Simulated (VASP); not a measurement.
# Which face does Nb expose?, part 5 of 6

How do surface energy, work function and relaxation of Nb depend on the face?

VASP 6.6.1; PBEsol; plane waves and PAW (Nb_pv).

So far. Step 5 (Potential and states of the slab, 7 atoms, face Nb(110)): The vacuum level lies 4.63 eV above the Fermi level at the upper face; both faces agree, as the slab has next to no dipole. Step 6 (Relaxing the slab, 9 atoms, face Nb(100)): The run ended after 13 ionic steps, 0.258 eV below its first step, once the forces on the free atoms met EDIFFG = -0.03.

## 7. Potential and states of the slab, 9 atoms, face Nb(100)

File INCAR:

```
SYSTEM = Nb
PREC = Normal
ENCUT = 320
EDIFF = 1E-06
NELM = 120
ISMEAR = 1
SIGMA = 0.15
LREAL = .FALSE.
ALGO = Fast
GGA = PS
NBANDS = 61
LASPH = .TRUE.
LORBIT = 11
LWAVE = .FALSE.
LCHARG = .TRUE.
KPAR = 4
IDIPOL = 3
LDIPOL = .TRUE.
DIPOL = 0.5 0.5 0.5
LVHAR = .TRUE.
LVACPOTAV = .TRUE.
NEDOS = 1500
```

File POSCAR:

```
Nb
1.0
    3.2839955470      0.0000000000      0.0000000000
    0.0000000000      3.2839955470      0.0000000000
    0.0000000000      0.0000000000     28.1359821880
Nb
9
Direct
    0.0000000000      0.0000000000      0.2717555959
    0.5000000000      0.5000000000      0.3236817120
    0.0000000000      0.0000000000      0.3815163898
    0.5000000000      0.5000000000      0.4425549297
    0.0000000000      0.0000000000      0.5000000000
    0.5000000000      0.5000000000      0.5574450703
    0.0000000000      0.0000000000      0.6184836102
    0.5000000000      0.5000000000      0.6763182880
    0.0000000000      0.0000000000      0.7282444041
```

File KPOINTS:

```
Automatic mesh
0
Gamma
9 9 1
0 0 0
```

Potentials, in the order of the species: Nb_pv (PBE family, release 64).

The run is started by

```bash
> mpirun -np 4 vasp_std
```

The log of the run:

```text
[... set-up lines as in an earlier step ...]
 entering main loop
       N       E                     dE             d eps       ncg     rms          rms(c)
DAV:   1     0.101178978445E+04    0.10118E+04   -0.42078E+04  2334   0.114E+03
DAV:   2    -0.176301479403E+02   -0.10294E+04   -0.10027E+04  1885   0.646E+02
DAV:   3    -0.970420563816E+02   -0.79412E+02   -0.73987E+02  2948   0.136E+02
DAV:   4    -0.103583920446E+03   -0.65419E+01   -0.62071E+01  2756   0.417E+01
DAV:   5    -0.103973699957E+03   -0.38978E+00   -0.38013E+00  3092   0.816E+00    0.551E+01
RMM:   6    -0.134190780586E+03   -0.30217E+02   -0.14373E+02  2754   0.417E+01    0.312E+01
RMM:   7    -0.172378029984E+03   -0.38187E+02   -0.16057E+02  2740   0.632E+01    0.307E+01
RMM:   8    -0.100684850301E+03    0.71693E+02   -0.13026E+01  2136   0.324E+01    0.135E+01
RMM:   9    -0.946573201879E+02    0.60275E+01   -0.97884E+00  2433   0.159E+01    0.105E+01
RMM:  10    -0.944627648048E+02    0.19456E+00   -0.24847E+00  2616   0.746E+00    0.642E+00
RMM:  11    -0.942130022745E+02    0.24976E+00   -0.11187E+00  2912   0.321E+00    0.551E+00
RMM:  12    -0.941063057721E+02    0.10670E+00   -0.52259E-01  2727   0.285E+00    0.422E+00
RMM:  13    -0.939268232434E+02    0.17948E+00   -0.88314E-01  2768   0.320E+00    0.187E+00
RMM:  14    -0.938787311312E+02    0.48092E-01   -0.46796E-01  2792   0.213E+00    0.691E-01
RMM:  15    -0.939034152152E+02   -0.24684E-01   -0.25001E-01  2983   0.120E+00    0.508E-01
RMM:  16    -0.939095758313E+02   -0.61606E-02   -0.10156E-01  3121   0.701E-01    0.373E-01
RMM:  17    -0.939207689771E+02   -0.11193E-01   -0.71123E-02  2735   0.486E-01    0.447E-01
RMM:  18    -0.939202718917E+02    0.49709E-03   -0.29188E-02  2727   0.442E-01    0.296E-01
RMM:  19    -0.939216113178E+02   -0.13394E-02   -0.33474E-02  2759   0.360E-01    0.103E-01
RMM:  20    -0.939228588051E+02   -0.12475E-02   -0.12437E-02  2862   0.231E-01    0.882E-02
RMM:  21    -0.939239478803E+02   -0.10891E-02   -0.10868E-02  2854   0.139E-01    0.632E-02
RMM:  22    -0.939245810482E+02   -0.63317E-03   -0.50375E-03  2721   0.135E-01    0.498E-02
RMM:  23    -0.939250852135E+02   -0.50417E-03   -0.49188E-03  2887   0.871E-02    0.510E-02
RMM:  24    -0.939252940405E+02   -0.20883E-03   -0.23995E-03  2638   0.539E-02    0.362E-02
RMM:  25    -0.939255327947E+02   -0.23875E-03   -0.21640E-03  2451   0.440E-02    0.395E-02
RMM:  26    -0.939256399877E+02   -0.10719E-03   -0.11071E-03  2682   0.479E-02    0.241E-02
RMM:  27    -0.939257715282E+02   -0.13154E-03   -0.10574E-03  2531   0.340E-02    0.129E-02
RMM:  28    -0.939258595234E+02   -0.87995E-04   -0.65745E-04  2381   0.251E-02    0.690E-03
RMM:  29    -0.939259360588E+02   -0.76535E-04   -0.60533E-04  2145   0.199E-02    0.584E-03
RMM:  30    -0.939259854698E+02   -0.49411E-04   -0.34356E-04  2106   0.191E-02    0.743E-03
RMM:  31    -0.939260210828E+02   -0.35613E-04   -0.31647E-04  1882   0.134E-02    0.856E-03
RMM:  32    -0.939260391603E+02   -0.18077E-04   -0.17695E-04  1725   0.110E-02    0.806E-03
RMM:  33    -0.939260555766E+02   -0.16416E-04   -0.16238E-04  1686   0.804E-03    0.683E-03
RMM:  34    -0.939260649006E+02   -0.93239E-05   -0.93385E-05  1523   0.683E-03    0.654E-03
RMM:  35    -0.939260737262E+02   -0.88257E-05   -0.86789E-05  1378   0.551E-03    0.707E-03
RMM:  36    -0.939260777628E+02   -0.40366E-05   -0.48830E-05  1608   0.652E-03    0.631E-03
RMM:  37    -0.939260822677E+02   -0.45049E-05   -0.45227E-05  1576   0.574E-03    0.437E-03
RMM:  38    -0.939260848376E+02   -0.25699E-05   -0.26480E-05  1563   0.554E-03    0.548E-03
RMM:  39    -0.939260872916E+02   -0.24541E-05   -0.24578E-05  1528   0.522E-03    0.300E-03
RMM:  40    -0.939260886959E+02   -0.14043E-05   -0.14408E-05  1519   0.539E-03    0.448E-03
RMM:  41    -0.939260900208E+02   -0.13249E-05   -0.13535E-05  1334   0.442E-03    0.218E-03
RMM:  42    -0.939260908741E+02   -0.85329E-06   -0.89389E-06  1085   0.399E-03
 [... a notice as in an earlier step ...]

   1 F= -.93926091E+02 E0= -.93930402E+02  d E =0.129348E-01
```

Wall time 88 s (4 MPI ranks of AMD EPYC 7R43, shared host); peak memory 0.77 GiB; 5.8 min of CPU time.

From OUTCAR (step 7):

```text
   NELECT =      99.0000    total number of electrons

 dipolmoment           0.000000      0.000000     -0.000000 electrons x Angstroem

 E-fermi :   1.0651

 k-point     1 :       0.0000    0.0000    0.0000
  band No.  band energies     occupation
    ...
     38      -1.6408      2.00000
     39      -1.3686      2.00000
     40      -1.2195      2.00000
     41      -0.2262      2.00000
     42       0.9470      1.97334
     43       1.1690      0.08545
     44       1.1774      0.04860
     45       1.2203     -0.05668
     46       1.2534     -0.07064
     47       1.2535     -0.07063
    ...

  Total       -2.4575654     -2.4575654     -0.7175472      0.0000000      0.0000000     -0.0000000
  in kB      -12.9762279    -12.9762279     -3.7887317      0.0000000      0.0000000     -0.0000000
  external PRESSURE =      -9.9137292 kB  Pullay stress =       0.0000000 kB

 POSITION                                       TOTAL-FORCE (eV/Angst)
 -----------------------------------------------------------------------------------
      0.00000      0.00000      7.64611         0.000000     -0.000000      0.017900
      1.64200      1.64200      9.10710        -0.000000     -0.000000      0.018382
      0.00000      0.00000     10.73434        -0.000000      0.000000     -0.024827
      1.64200      1.64200     12.45172         0.000000     -0.000000      0.003625
      0.00000      0.00000     14.06799         0.000000     -0.000000      0.000000
      1.64200      1.64200     15.68426        -0.000000      0.000000     -0.003625
      0.00000      0.00000     17.40164         0.000000      0.000000      0.024827
      1.64200      1.64200     19.02888         0.000000     -0.000000     -0.018382
      0.00000      0.00000     20.48987         0.000000     -0.000000     -0.017900
 -----------------------------------------------------------------------------------
    total drift:                                0.000000      0.000000      0.000000

  FREE ENERGIE OF THE ION-ELECTRON SYSTEM (eV)
  ---------------------------------------------------
  free  energy   TOTEN  =       -93.9260908741 eV

  energy  without entropy=      -93.9390256764  energy(sigma->0) =      -93.93040247

 vacuum level on the upper side and lower side of the slab         4.736         4.736

[... 7 parts as in an earlier step ...]

[... 10 further parts left out ...]
```

This step gave:

- electronic cycles: 42
- Fermi energy: 1.065 eV
- vacuum levels: 4.736, 4.736 eV
- work functions of the upper and lower face: 3.671, 3.671 eV

Zero at the Fermi level. Planar average of the electrostatic potential against height:

| height (Å) | planar average of the electrostatic potential (eV) |
| --- | --- |
| 0 | 3.67 |
| 2 | 3.67 |
| 4 | 3.66 |
| 6 | 2.61 |
| 8 | -6.34 |
| 10 | -5.13 |
| 12 | -4.61 |
| 14 | -5.27 |
| 16 | -4.87 |
| 18 | -5.13 |
| 20 | -6.45 |
| 22 | 2.26 |
| 24 | 3.66 |
| 26 | 3.67 |
| 28 | 3.67 |

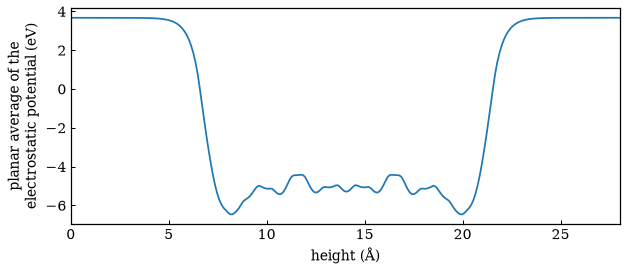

Planar average of the electrostatic potential against height.

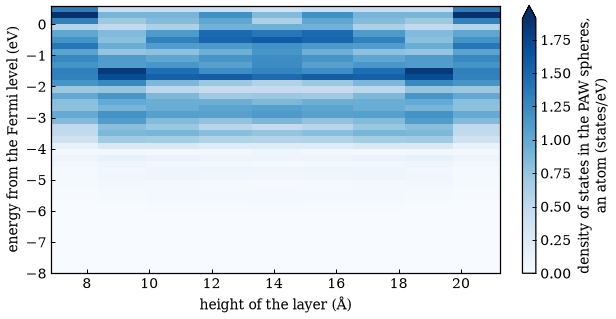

Density of states in the PAW spheres, an atom over height of the layer and energy from the Fermi level.

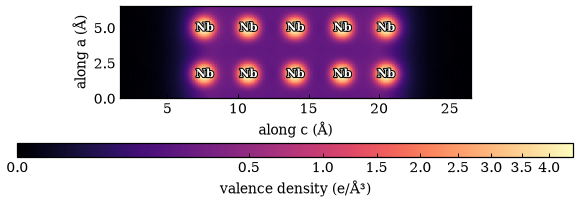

Valence density in the ca plane at fractional y = 0.000, with atoms of Nb within 0.2 Å of it. It is the smooth field of the valence electrons, not physical close to the nuclei. The map starts off the cell's origin, so that atoms lie inside it. The colour scale is stretched toward low values. The far vacuum is left out of the map.

The map of layer states is cut here 0.5 eV above the Fermi level, so it leaves out the states above that.

The vacuum level lies 3.67 eV above the Fermi level at the upper face; both faces agree, as the slab has next to no dipole.

The program found no field-free point at its default tolerance, but its printed level agrees with the flat part of the planar average.

On this mesh the fine structure of the density of states is sampling noise, and high empty states may be cut by the number of bands.

## 8. Relaxing the slab, 11 atoms, face Nb(111)

System of this step: Nb(111). The cell holds 11 atoms: 11 Nb. Cell: a = 4.644 Å, b = 4.644 Å, c = 24.480 Å, α = 90.0°, β = 90.0°, γ = 60.0°. It derives from Nb. 11 layers of bcc Nb, cut at this functional's lattice. Vacuum lies along c.

File INCAR:

```
SYSTEM = Nb
PREC = Normal
ENCUT = 320
EDIFF = 1E-05
NELM = 120
ISMEAR = 1
SIGMA = 0.15
LREAL = .FALSE.
ALGO = Fast
GGA = PS
NBANDS = 75
LASPH = .TRUE.
LORBIT = 11
LWAVE = .FALSE.
LCHARG = .FALSE.
KPAR = 4
IBRION = 2
NSW = 40
ISIF = 2
EDIFFG = -0.03
POTIM = 0.4
MAXMIX = 40
```

File POSCAR:

```
Nb
1.0
    4.6442710413      0.0000000000      0.0000000000
    2.3221355207      4.0220567039      0.0000000000
    0.0000000000      0.0000000000     24.4800785654
Nb
11
Direct
    0.6666666700      0.6666666700      0.3063715700
    0.0000000000      0.0000000000      0.3450972500
    0.3333333300      0.3333333300      0.3838229400
    0.6666666700      0.6666666700      0.4225486300
    0.0000000000      0.0000000000      0.4612743100
    0.3333333300      0.3333333300      0.5000000000
    0.6666666700      0.6666666700      0.5387256900
    0.0000000000      0.0000000000      0.5774513700
    0.3333333300      0.3333333300      0.6161770600
    0.6666666700      0.6666666700      0.6549027500
    0.0000000000      0.0000000000      0.6936284300
```

KPOINTS is that of step 7.

The run is started by

```bash
> mpirun -np 4 vasp_std
```

The log of the run:

```text
[banner, memory and clock lines left out]
running    4 mpi-ranks, on    1 nodes
[...]
[... a notice as in an earlier step ...]

 LDA part: xc-table for (Slater+PW92), standard interpolation
 POSCAR, INCAR and KPOINTS ok, starting setup
[...]
entering main loop
       N       E                     dE             d eps       ncg     rms          rms(c)
DAV:   1     0.114895360868E+04    0.11490E+04   -0.51612E+04  2360   0.107E+03
DAV:   2    -0.316875168177E+02   -0.11806E+04   -0.11413E+04  1956   0.613E+02
DAV:   3    -0.119668698560E+03   -0.87981E+02   -0.83294E+02  2752   0.138E+02
DAV:   4    -0.126146092263E+03   -0.64774E+01   -0.62451E+01  2728   0.388E+01
[...]
RMM:  31    -0.112194750687E+03   -0.14006E-04   -0.13696E-04  1106   0.156E-02    0.362E-03
RMM:  32    -0.112194761651E+03   -0.10964E-04   -0.10747E-04  1006   0.136E-02    0.515E-03
RMM:  33    -0.112194768814E+03   -0.71630E-05   -0.73529E-05   904   0.115E-02
   1 F= -.11219477E+03 E0= -.11219600E+03  d E =-.112195E+03
[... from here on, the cycles between the ionic steps are left out ...]
   2 F= -.11252674E+03 E0= -.11252981E+03  d E =-.331973E+00
   3 F= -.11275929E+03 E0= -.11276118E+03  d E =-.564520E+00
   4 F= -.11279626E+03 E0= -.11279666E+03  d E =-.369696E-01
   5 F= -.11283407E+03 E0= -.11283040E+03  d E =-.747796E-01
   6 F= -.11285000E+03 E0= -.11284668E+03  d E =-.159287E-01
   7 F= -.11285416E+03 E0= -.11285147E+03  d E =-.200889E-01
   8 F= -.11285432E+03 E0= -.11285180E+03  d E =-.202541E-01
   9 F= -.11285643E+03 E0= -.11285360E+03  d E =-.211090E-02
  10 F= -.11285721E+03 E0= -.11285405E+03  d E =-.288866E-02
  11 F= -.11285851E+03 E0= -.11285500E+03  d E =-.129508E-02
 trial-energy change:   -0.001295  1 .order   -0.001092   -0.002068   -0.000116
 step:   2.4139(harm=  2.4681)  dis= 0.01185  next Energy=  -112.858508 (dE=-0.130E-02)
 reached required accuracy - stopping structural energy minimisation
```

Run time: 9.3 min. Hardware: 4 MPI ranks; peak memory 1.1 GiB; 37 min of CPU time.

From OUTCAR (step 8):

```text
  Total       -3.7642613     -3.7642613     -0.7849692     -0.0000000      0.0000000      0.0000000
  in kB      -13.1889975    -13.1889975     -2.7503289     -0.0000000      0.0000000      0.0000000
  external PRESSURE =      -9.7094413 kB  Pullay stress =       0.0000000 kB

 POSITION                                       TOTAL-FORCE (eV/Angst)
 -----------------------------------------------------------------------------------
      4.64427      2.68137      7.81137        -0.000000     -0.000000      0.000258
      0.00000      0.00000      8.48082        -0.000000     -0.000000      0.001495
      2.32214      1.34069      9.30416         0.000000      0.000000     -0.000117
      4.64427      2.68137     10.41486         0.000000      0.000000     -0.022415
      2.32214      4.02206     11.27063         0.000000      0.000000      0.006653
      2.32214      1.34069     12.24004        -0.000000      0.000000      0.000000
      4.64427      2.68137     13.20945        -0.000000     -0.000000     -0.006653
      0.00000      0.00000     14.06522        -0.000000     -0.000000      0.022415
      2.32214      1.34069     15.17592         0.000000     -0.000000      0.000117
      4.64427      2.68137     15.99926         0.000000      0.000000     -0.001495
      0.00000      0.00000     16.66871         0.000000      0.000000     -0.000258
 -----------------------------------------------------------------------------------
    total drift:                               -0.000010     -0.000006      0.000693

  FREE ENERGIE OF THE ION-ELECTRON SYSTEM (eV)
  ---------------------------------------------------
  free  energy   TOTEN  =      -112.8585062611 eV

  energy  without entropy=     -112.8479993499  energy(sigma->0) =     -112.85500396

[... 1 part as in an earlier step ...]

[... 3 further parts left out ...]
[key lines of the parts left out:]
E-fermi :  -0.0060
```

The run keeps the 12 symmetry operations of its start, so it cannot find a distortion of lower symmetry.

The steps of the relaxation:

| step | energy less that of the first step (eV) | largest force (eV/Å) |
| --- | --- | --- |
| 1 | 0.0000 | 1.8112 |
| 2 | -0.3320 | 1.3092 |
| 3 | -0.5645 | 0.6053 |
| 4 | -0.6015 | 0.3876 |
| 5 | -0.6393 | 0.2860 |
| 6 | -0.6552 | 0.1247 |
| 7 | -0.6594 | 0.0775 |
| 8 | -0.6596 | 0.0832 |
| 9 | -0.6617 | 0.0777 |
| 10 | -0.6624 | 0.0734 |
| 11 | -0.6637 | 0.0224 |

The atoms that moved most (Å):

| atom | dx | dy | dz | length |
| --- | --- | --- | --- | --- |
| Nb1 | 0.000 | 0.000 | 0.311 | 0.311 |
| Nb11 | 0.000 | 0.000 | -0.311 | 0.311 |
| Nb9 | 0.000 | 0.000 | 0.092 | 0.092 |
| Nb3 | 0.000 | 0.000 | -0.092 | 0.092 |
| Nb8 | 0.000 | 0.000 | -0.071 | 0.071 |
| Nb4 | 0.000 | 0.000 | 0.071 | 0.071 |
| Nb2 | 0.000 | 0.000 | 0.033 | 0.033 |
| Nb10 | 0.000 | 0.000 | -0.033 | 0.033 |

Final coordinates:

```
Nb
1.0
     4.64427    0.00000    0.00000
     2.32214    4.02206    0.00000
     0.00000    0.00000   24.48008
Nb
11
Direct
  0.66667 0.66667 0.31909
  0.00000 0.00000 0.34644
  0.33333 0.33333 0.38007
  0.66667 0.66667 0.42544
  0.00000 0.00000 0.46040
  0.33333 0.33333 0.50000
  0.66667 0.66667 0.53960
  0.00000 0.00000 0.57456
  0.33333 0.33333 0.61993
  0.66667 0.66667 0.65356
  0.00000 0.00000 0.68091
```

The run ended after 11 ionic steps, 0.664 eV below its first step, once the forces on the free atoms met EDIFFG = -0.03.

[end of part 5 of 6]

[Lines on the potential files, build, host, timing and source positions are cut from VASP's logs without a mark.]

[Logs are printed without paths, hosts, clocks, repeated set-up lines and the standing remarks that a program may print on its own settings, such as how far it seeks lower states.]

[Hosts, paths, dates, database ids (printed as entryN), source tags and the programs' standing remarks are cut or masked in the printed files.]

[Runs that stopped without an error message from VASP are left out.]

[In band tables of VASP the shares of atoms and orbitals are scaled to a sum of 1 inside the atoms' spheres.]
